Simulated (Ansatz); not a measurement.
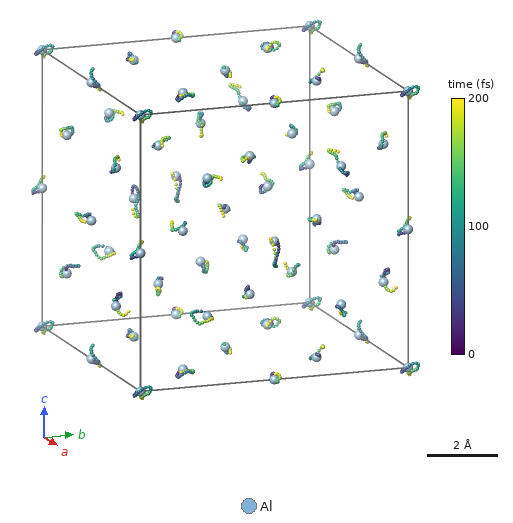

First-principles dynamics of a 32-atom cell of Al, 200 fs long. The cell was cut from the fcc crystal. Dots mark each atom's position at evenly spaced times, coloured by time; spheres stand at the starting positions. Seen slightly off an axis in the simulation cell.

Method: DFT PBEsol, scalar-relativistic, plane waves, PAW in Ansatz. Run with plane-wave cutoff 420 eV; k-point mesh 2 × 2 × 2; Fermi-Dirac smearing 0.1 eV; volume 1.05 times that of the relaxed crystal; Langevin thermostat (NVT); set temperature 900 K; time step 2 fs; friction 0.02 per fs.

**How do the atoms move?**

In the second half of the run the atoms are, in the root-mean-square, this far from where they began (common drift taken out): Al 0.32 Å. That is small against the typical shortest distance between atoms in the first frame, about 2.9 Å: the atoms vibrate about their sites and the arrangement holds. The mean temperature in the second half is 994 K (standard deviation 123 K). The potential energy in the second half lies on average 123 meV per atom above the first frame.

Limits of the set-up: the k-point mesh is coarse for a cell with partly filled bands.

Cost: 11 min on 2 threads of Arm Neoverse V2, with other jobs on the host, peak memory 1.2 GiB.
